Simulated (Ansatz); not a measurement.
**Si6C: density, localisation and related maps**

The calculation's input:

```
crystal:
  lattice:
    - [4.7515965819, 2.7433355656, 2.9412604004]
    - [-4.7515965819, 2.7433355656, 2.9412604004]
    - [0.0, -5.4866711313, 2.9412604004]
  atoms:
    - { symbol: Si, position: [0.3870941659, 0.1371570904, 0.0127518674] }
    - { symbol: Si, position: [0.6129058341, 0.8628429096, 0.9872481326] }
    - { symbol: Si, position: [0.6169004928, 0.7400151846, 0.320639069] }
    - { symbol: Si, position: [0.3830995072, 0.2599848154, 0.679360931] }
    - { symbol: Si, position: [0.0127518674, 0.3870941659, 0.1371570904] }
    - { symbol: Si, position: [0.9872481326, 0.6129058341, 0.8628429096] }
    - { symbol: Si, position: [0.320639069, 0.6169004928, 0.7400151846] }
    - { symbol: Si, position: [0.679360931, 0.3830995072, 0.2599848154] }
    - { symbol: Si, position: [0.1371570904, 0.0127518674, 0.3870941659] }
    - { symbol: Si, position: [0.8628429096, 0.9872481326, 0.6129058341] }
    - { symbol: Si, position: [0.2599848154, 0.679360931, 0.3830995072] }
    - { symbol: Si, position: [0.7400151846, 0.320639069, 0.6169004928] }
    - { symbol: C, position: [0.9108936235, 0.9108936235, 0.9108936235] }
    - { symbol: C, position: [0.0891063765, 0.0891063765, 0.0891063765] }
basis:
  ecutwfc: 420
kpoints:
  mp_grid: { grid: [6, 6, 6] }
hamiltonian:
  xc: pbe
scf:
  occupations: { method: gaussian, width: 0.02 }
output:
  forces: true
  stress: true
  eigenvalues: true
  write_density: true
  write_potential: true
  elf: true
  volumetric_format: npy
relax:
  adjacent_minimum: "off"
  f_tol: 0.01
  max_steps: 30
  cell: { stress_tol: 0.1, fix: [volume] }
```

Launched as:

```sh
ansatz run input.yaml --threads 1 --pin off --max-ram 2560MiB --backend cpu --events-out ev --progress --plain --runs-dir out
```

Below, planes, directions and counts refer to the conventional cell (a = 9.50 Å, b = 9.50 Å, c = 8.83 Å, α = 90.00°, β = 90.00°, γ = 120.00°).

Space group R-3; a generated structure, not necessarily the stable one; changed on purpose from its base cell (volume × 0.97, shape and atoms relaxed); computed pressure about 3 GPa in this cell.

Computed with DFT PBE, scalar-relativistic, plane waves, PAW in Ansatz.

Core electrons are frozen (PAW), and the valence fields are smoothed inside the atomic spheres.

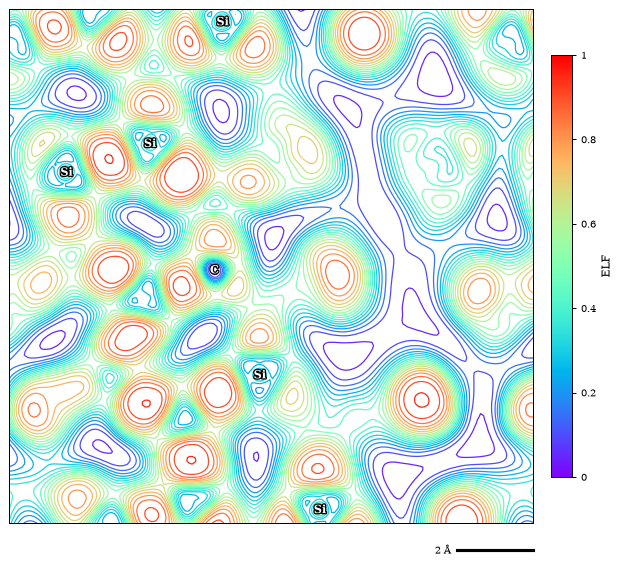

Figure 1. Electron localisation function on the (111) plane of the conventional cell.

Question: What do the fields say about this system?

Answer:
- The plane passes through Si and C nuclei.
- Atoms just off the plane (Si, 0.3 Å away and C, 0.5 Å away) can leave unmarked features too.
- Si–Si (2.30 Å): the ELF peaks at about 0.95 between the atoms; localised, covalent bonding.

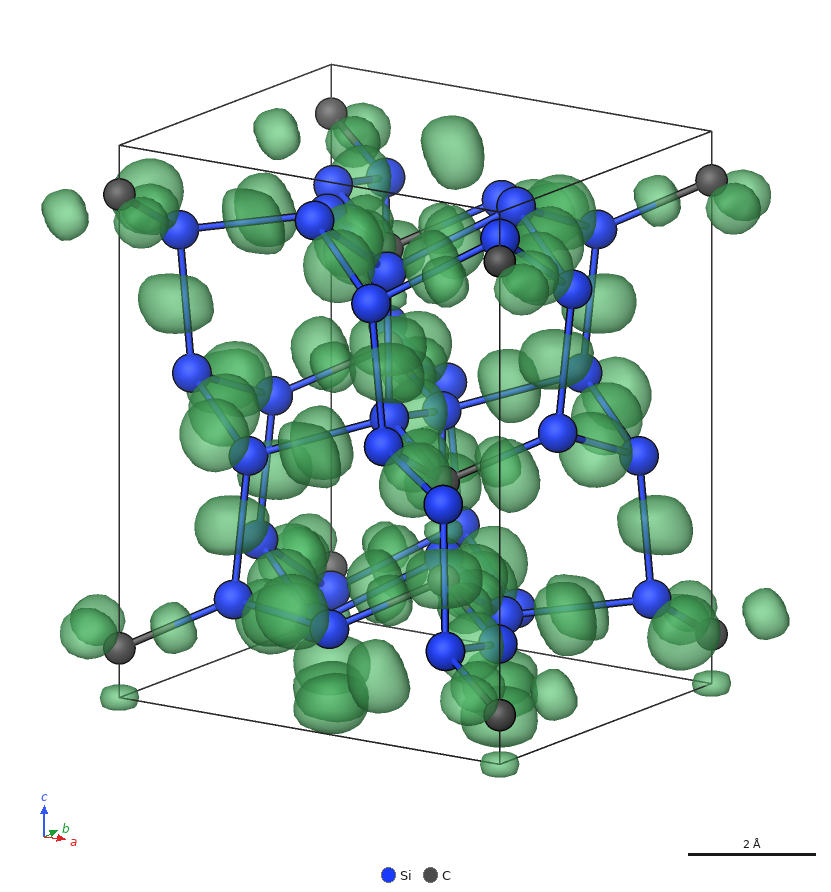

Figure 2. Isosurface of the electron localisation function at 0.85 (green), seen slightly off an axis. Only the valence region is drawn (cores and ρ < 0.01 e/Å³ removed). Sticks mark near contacts.

Question: What do the ELF domains correspond to?

Answer: The surface consists of three regions between bonded C–C atoms (shared pairs), 18 regions between bonded C–Si atoms (shared pairs) and 63 regions between bonded Si–Si atoms (shared pairs), counted in one cell of 42 atoms. Regions shared between cells count once. Profiles from the grid: C–C (1.57 Å): the ELF peaks at about 0.90 between the atoms (localised, covalent bonding). Si–C (1.97 Å): the ELF peaks at about 0.95 between the atoms (a covalent bond).

Question: Does the calculation make it a metal, or give it a gap?

Answer: It is gapped, with a Kohn–Sham gap of 0.57 eV on the k-point mesh, an upper bound to the gap of this method.
